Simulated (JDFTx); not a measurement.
**Geometry relaxation, with input and output: Ti (part 2 of 2)**

The same run, continued: Ti (1 atom in the cell); Kohn-Sham DFT of a periodic cell, TPSS, SG15-PBE-1.2, no spin polarisation (JDFTx 1.7.0 (patched build)); cutoff 1088.45 eV, 6×6×6 k-mesh, fermi-dirac of 0.05 eV. The structure derives from an entry of the Crystallography Open Database.

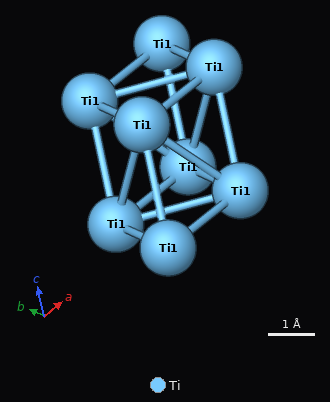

**Figure 1.** The geometry at step 2 of the log (ball-and-stick view of the cell of the calculation, seen slightly off an axis; atoms are numbered from 1 in the order of the input).

Log, continued
```
-------- Electronic minimization -----------
Will mix electronic and kinetic density at each iteration.
	FillingsUpdate:  mu: +0.514601518  nElectrons: 12.000000
	FillingsUpdate:  mu: +0.511281135  nElectrons: 12.000000
SCF: Cycle:  0   F: -57.672150220865539   dF: -2.796e-05   |Residual|: 4.438e-02   |deigs|: 1.086e-05
	FillingsUpdate:  mu: +0.512478446  nElectrons: 12.000000
SCF: Cycle:  1   F: -57.672209681438453   dF: -5.946e-05   |Residual|: 1.100e-02   |deigs|: 2.308e-03
	FillingsUpdate:  mu: +0.512659277  nElectrons: 12.000000
SCF: Cycle:  2   F: -57.672211912016621   dF: -2.231e-06   |Residual|: 1.217e-03   |deigs|: 4.209e-04
	FillingsUpdate:  mu: +0.512595669  nElectrons: 12.000000
SCF: Cycle:  3   F: -57.672212103298669   dF: -1.913e-07   |Residual|: 4.659e-04   |deigs|: 9.444e-05
	FillingsUpdate:  mu: +0.512571646  nElectrons: 12.000000
SCF: Cycle:  4   F: -57.672212130204706   dF: -2.691e-08   |Residual|: 3.179e-04   |deigs|: 2.833e-05
	FillingsUpdate:  mu: +0.512571992  nElectrons: 12.000000
SCF: Cycle:  5   F: -57.672212137165744   dF: -6.961e-09   |Residual|: 1.494e-04   |deigs|: 3.847e-06
	FillingsUpdate:  mu: +0.512569709  nElectrons: 12.000000
SCF: Cycle:  6   F: -57.672212138745834   dF: -1.580e-09   |Residual|: 2.832e-05   |deigs|: 5.807e-06
	FillingsUpdate:  mu: +0.512568387  nElectrons: 12.000000
SCF: Cycle:  7   F: -57.672212139222552   dF: -4.767e-10   |Residual|: 2.043e-05   |deigs|: 2.671e-06
	FillingsUpdate:  mu: +0.512569063  nElectrons: 12.000000
SCF: Cycle:  8   F: -57.672212139381713   dF: -1.592e-10   |Residual|: 1.225e-05   |deigs|: 1.345e-06
SCF: Converged (|Delta E|<1.000000e-09 for 2 iters).

Setting wave functions to eigenvectors of Hamiltonian
# Lattice vectors:
R =
[            0      3.84266      3.84266  ]
[      3.84266            0      3.84266  ]
[      3.84266      3.84266            0  ]
unit cell volume = 113.482

# Strain tensor in Cartesian coordinates:
[   0.00169924            0            0  ]
[            0   0.00169924            0  ]
[            0            0   0.00169924  ]

# Stress tensor in Cartesian coordinates [Eh/a0^3]:
[ -9.57554e-05            0            0  ]
[            0 -9.57554e-05            0  ]
[            0            0 -9.57554e-05  ]

# Ionic positions in lattice coordinates:
ion Ti   0.000000000000000   0.000000000000000   0.000000000000000 1

# Forces in Cartesian coordinates:
force Ti  -0.000000000000000   0.000000000000000   0.000000000000000 1

# Energy components:
   Eewald =      -42.9532990533587267
       EH =       11.3532077576246362
     Eloc =      -35.2840314761375566
      Enl =       -5.5004544974618668
      Exc =       -7.1371014462735962
       KE =       21.8501399590455705
-------------------------------------
     Etot =      -57.6715387565615245
       TS =        0.0006733828201904
-------------------------------------
        F =      -57.6722121393817133

LatticeMinimize: Iter:   1  F: -57.672212139381713  |grad|_K:  3.894e-03  alpha:  3.000e+00  linmin: -1.000e+00

-------- Electronic minimization -----------
Will mix electronic and kinetic density at each iteration.
	FillingsUpdate:  mu: +0.512569063  nElectrons: 12.000000
	FillingsUpdate:  mu: +0.490514778  nElectrons: 12.000000
SCF: Cycle:  0   F: -57.669480177994011   dF: -1.037e-03   |Residual|: 2.955e-01   |deigs|: 4.729e-04
	FillingsUpdate:  mu: +0.498852714  nElectrons: 12.000000
SCF: Cycle:  1   F: -57.672265832204786   dF: -2.786e-03   |Residual|: 6.516e-02   |deigs|: 1.567e-02
	FillingsUpdate:  mu: +0.499877022  nElectrons: 12.000000
SCF: Cycle:  2   F: -57.672335466404775   dF: -6.963e-05   |Residual|: 9.838e-03   |deigs|: 2.414e-03
	FillingsUpdate:  mu: +0.499446136  nElectrons: 12.000000
SCF: Cycle:  3   F: -57.672338287163647   dF: -2.821e-06   |Residual|: 2.576e-03   |deigs|: 5.860e-04
	FillingsUpdate:  mu: +0.499283504  nElectrons: 12.000000
SCF: Cycle:  4   F: -57.672338593099724   dF: -3.059e-07   |Residual|: 1.243e-03   |deigs|: 2.100e-04
	FillingsUpdate:  mu: +0.499324402  nElectrons: 12.000000
SCF: Cycle:  5   F: -57.672338652091177   dF: -5.899e-08   |Residual|: 4.328e-04   |deigs|: 6.002e-05
	FillingsUpdate:  mu: +0.499311031  nElectrons: 12.000000
SCF: Cycle:  6   F: -57.672338675655155   dF: -2.356e-08   |Residual|: 1.643e-04   |deigs|: 2.601e-05
	FillingsUpdate:  mu: +0.499308265  nElectrons: 12.000000
SCF: Cycle:  7   F: -57.672338679464140   dF: -3.809e-09   |Residual|: 5.096e-05   |deigs|: 5.965e-06
	FillingsUpdate:  mu: +0.499308300  nElectrons: 12.000000
SCF: Cycle:  8   F: -57.672338681015148   dF: -1.551e-09   |Residual|: 2.045e-05   |deigs|: 9.160e-07
	FillingsUpdate:  mu: +0.499308119  nElectrons: 12.000000
SCF: Cycle:  9   F: -57.672338681272016   dF: -2.569e-10   |Residual|: 2.056e-05   |deigs|: 3.117e-07
	FillingsUpdate:  mu: +0.499306975  nElectrons: 12.000000
SCF: Cycle: 10   F: -57.672338681403204   dF: -1.312e-10   |Residual|: 9.815e-06   |deigs|: 2.182e-06
SCF: Converged (|Delta E|<1.000000e-09 for 2 iters).

Setting wave functions to eigenvectors of Hamiltonian
# Lattice vectors:
R =
[            0      3.87148      3.87148  ]
[      3.87148            0      3.87148  ]
[      3.87148      3.87148            0  ]
unit cell volume = 116.055

# Strain tensor in Cartesian coordinates:
[   0.00921249            0            0  ]
[            0   0.00921249            0  ]
[            0            0   0.00921249  ]

# Stress tensor in Cartesian coordinates [Eh/a0^3]:
[ -4.13192e-06            0            0  ]
[            0 -4.13192e-06            0  ]
[            0            0 -4.13192e-06  ]

# Ionic positions in lattice coordinates:
ion Ti   0.000000000000000   0.000000000000000   0.000000000000000 1

# Forces in Cartesian coordinates:
force Ti   0.000000000000000   0.000000000000000  -0.000000000000000 1

# Energy components:
   Eewald =      -42.6335260617973404
       EH =       11.4989725707278172
     Eloc =      -35.7346200429757346
      Enl =       -5.4982405380306929
      Exc =       -7.1278629341362612
       KE =       21.8236115179325019
-------------------------------------
     Etot =      -57.6716654882797002
       TS =        0.0006731931235018
-------------------------------------
        F =      -57.6723386814032040

LatticeMinimize: Iter:   2  F: -57.672338681403204  |grad|_K:  1.718e-04  alpha:  1.000e+00  linmin: -1.000e+00

-------- Electronic minimization -----------
Will mix electronic and kinetic density at each iteration.
	FillingsUpdate:  mu: +0.499306975  nElectrons: 12.000000
	FillingsUpdate:  mu: +0.498380521  nElectrons: 12.000000
SCF: Cycle:  0   F: -57.672333713207301   dF: -1.913e-06   |Residual|: 1.238e-02   |deigs|: 8.523e-07
	FillingsUpdate:  mu: +0.498725460  nElectrons: 12.000000
SCF: Cycle:  1   F: -57.672338657818173   dF: -4.945e-06   |Residual|: 3.308e-03   |deigs|: 6.604e-04
	FillingsUpdate:  mu: +0.498782823  nElectrons: 12.000000
[... 4 further cycles ...]
SCF: Cycle:  6   F: -57.672338940812978   dF: -4.179e-10   |Residual|: 1.663e-05   |deigs|: 2.676e-06
	FillingsUpdate:  mu: +0.498747826  nElectrons: 12.000000
SCF: Cycle:  7   F: -57.672338941006487   dF: -1.935e-10   |Residual|: 8.678e-06   |deigs|: 6.399e-07
SCF: Converged (|Delta E|<1.000000e-09 for 2 iters).

Setting wave functions to eigenvectors of Hamiltonian
# Lattice vectors:
R =
[            0      3.87272      3.87272  ]
[      3.87272            0      3.87272  ]
[      3.87272      3.87272            0  ]
unit cell volume = 116.166

# Strain tensor in Cartesian coordinates:
[   0.00953447            0            0  ]
[            0   0.00953447            0  ]
[            0            0   0.00953447  ]

# Stress tensor in Cartesian coordinates [Eh/a0^3]:
[ -5.47638e-07            0            0  ]
[            0 -5.47638e-07            0  ]
[            0            0 -5.47638e-07  ]

# Ionic positions in lattice coordinates:
ion Ti   0.000000000000000   0.000000000000000   0.000000000000000 1

# Forces in Cartesian coordinates:
force Ti   0.000000000000000  -0.000000000000000   0.000000000000000 1

# Energy components:
   Eewald =      -42.6199287139785596
       EH =       11.5051935650841379
     Eloc =      -35.7538032078438945
      Enl =       -5.4981512832619179
      Exc =       -7.1274718356589348
       KE =       21.8224957347322572
-------------------------------------
     Etot =      -57.6716657409269118
       TS =        0.0006732000795757
-------------------------------------
        F =      -57.6723389410064868

LatticeMinimize: Iter:   3  F: -57.672338941006487  |grad|_K:  2.280e-05  alpha:  1.000e+00  linmin: -1.000e+00

-------- Electronic minimization -----------
Will mix electronic and kinetic density at each iteration.
	FillingsUpdate:  mu: +0.498747826  nElectrons: 12.000000
	FillingsUpdate:  mu: +0.498622070  nElectrons: 12.000000
SCF: Cycle:  0   F: -57.672338843655922   dF: -3.024e-08   |Residual|: 1.642e-03   |deigs|: 1.496e-08
	FillingsUpdate:  mu: +0.498669031  nElectrons: 12.000000
SCF: Cycle:  1   F: -57.672338937499724   dF: -9.384e-08   |Residual|: 4.744e-04   |deigs|: 8.979e-05
	FillingsUpdate:  mu: +0.498678144  nElectrons: 12.000000
SCF: Cycle:  2   F: -57.672338943013266   dF: -5.514e-09   |Residual|: 6.682e-05   |deigs|: 2.019e-05
	FillingsUpdate:  mu: +0.498673666  nElectrons: 12.000000
SCF: Cycle:  3   F: -57.672338943871566   dF: -8.583e-10   |Residual|: 1.503e-05   |deigs|: 7.172e-06
	FillingsUpdate:  mu: +0.498672575  nElectrons: 12.000000
SCF: Cycle:  4   F: -57.672338944081190   dF: -2.096e-10   |Residual|: 1.153e-05   |deigs|: 1.586e-06
SCF: Converged (|Delta E|<1.000000e-09 for 2 iters).

Setting wave functions to eigenvectors of Hamiltonian
# Lattice vectors:
R =
[            0      3.87289      3.87289  ]
[      3.87289            0      3.87289  ]
[      3.87289      3.87289            0  ]
unit cell volume = 116.181

# Strain tensor in Cartesian coordinates:
[   0.00957795            0            0  ]
[            0   0.00957795            0  ]
[            0            0   0.00957795  ]

# Stress tensor in Cartesian coordinates [Eh/a0^3]:
[ -7.81997e-08            0            0  ]
[            0 -7.81997e-08            0  ]
[            0            0 -7.81997e-08  ]

# Ionic positions in lattice coordinates:
ion Ti   0.000000000000000   0.000000000000000   0.000000000000000 1

# Forces in Cartesian coordinates:
force Ti   0.000000000000000  -0.000000000000000   0.000000000000000 1

# Energy components:
   Eewald =      -42.6180932142703170
       EH =       11.5060412903857525
     Eloc =      -35.7564049231327701
      Enl =       -5.4981451617636683
      Exc =       -7.1274203324811642
       KE =       21.8223565991799546
-------------------------------------
     Etot =      -57.6716657420822258
       TS =        0.0006732019989622
-------------------------------------
        F =      -57.6723389440811900

LatticeMinimize: Iter:   4  F: -57.672338944081190  |grad|_K:  3.256e-06  alpha:  1.000e+00  linmin: -1.000e+00
LatticeMinimize: Converged (|Delta F|<1.000000e-06 for 2 iters).

Dumping 'run.eigStats' ...
	eMin: -1.611180 at state 0 ( [ +0.000000 +0.000000 +0.000000 ] spin 0 )
	HOMO: +0.498018 at state 2 ( [ +0.000000 +0.000000 +0.333333 ] spin 0 )
	mu  : +0.498673
	LUMO: +0.501331 at state 13 ( [ +0.166667 +0.333333 +0.500000 ] spin 0 )
	eMax: +1.093152 at state 4 ( [ +0.000000 +0.166667 +0.166667 ] spin 0 )
	HOMO-LUMO gap: +0.003313
	Optical gap  : +0.024160 at state 7 ( [ +0.000000 +0.166667 -0.333333 ] spin 0 )
Done!
```

Trajectory as extended XYZ (Å, eV, eV/Å), 5 frames, from step=0 to step=4
```
1
Lattice="0.0000 2.0300 2.0300 2.0300 0.0000 2.0300 2.0300 2.0300 0.0000" Properties=species:S:1:pos:R:3:forces:R:3 step=0 energy=-1569.33917
Ti    0.0000    0.0000    0.0000    0.0000   0.0000   0.0000
1
Lattice="0.0000 2.0334 2.0334 2.0334 0.0000 2.0334 2.0334 2.0334 0.0000" Properties=species:S:1:pos:R:3:forces:R:3 step=1 energy=-1569.34084
Ti    0.0000    0.0000    0.0000    0.0000   0.0000   0.0000
1
Lattice="0.0000 2.0487 2.0487 2.0487 0.0000 2.0487 2.0487 2.0487 0.0000" Properties=species:S:1:pos:R:3:forces:R:3 step=2 energy=-1569.34428
Ti    0.0000    0.0000    0.0000    0.0000   0.0000   0.0000
1
Lattice="0.0000 2.0494 2.0494 2.0494 0.0000 2.0494 2.0494 2.0494 0.0000" Properties=species:S:1:pos:R:3:forces:R:3 step=3 energy=-1569.34429
Ti    0.0000    0.0000    0.0000    0.0000   0.0000   0.0000
1
Lattice="0.0000 2.0494 2.0494 2.0494 0.0000 2.0494 2.0494 2.0494 0.0000" Properties=species:S:1:pos:R:3:forces:R:3 step=4 energy=-1569.34429
Ti    0.0000    0.0000    0.0000    0.0000   0.0000   0.0000
```

The run was set up as follows.

The input
```
lattice \
    0.0000000000     3.8361440330     3.8361440330 \
    3.8361440330     0.0000000000     3.8361440330 \
    3.8361440330     3.8361440330     0.0000000000
coords-type Lattice
ion Ti     0.0000000000     0.0000000000     0.0000000000 1

ion-species pseudo/Ti.upf
elec-cutoff 40
elec-ex-corr mgga-TPSS
kpoint-folding 6 6 6
elec-smearing Fermi 0.0018374661
elec-n-bands 11
electronic-SCF nIterations 100 energyDiffThreshold 1e-09
electronic-minimize nIterations 30 energyDiffThreshold 1e-7
forces-output-coords Cartesian
lattice-minimize nIterations 40 energyDiffThreshold 1e-6

dump-name run.$VAR
dump End Ecomponents EigStats BandEigs Kpoints Forces Stress ElecDensity KEdensity
```

Command:
```bash
jdftx -c 1 -i Ti.in -o Ti.out
```

Summary

```csv
quantity,value
outcome,converged
space group (tolerance 0.01 Å),Fm-3m (225)
electrons treated,12
free energy,−1569.3443 eV
Fermi energy,13.570 eV
gap on the k-point mesh,none (metallic)
pressure,0.00 GPa
final volume,17.22 Å³
largest force (length of the vector) at the end,under 0.001 eV/Å
final cell,"a = 2.898 Å, b = 2.898 Å, c = 2.898 Å, α = 60.00°, β = 60.00°, γ = 60.00°"
hardware,"1 thread of Arm Neoverse V1, 24 GiB of memory available, shared host"
wall time,98 s
peak memory,0.05 GiB
```

Points of doubt noted for this run: coarse mesh; metagga forces on grid.
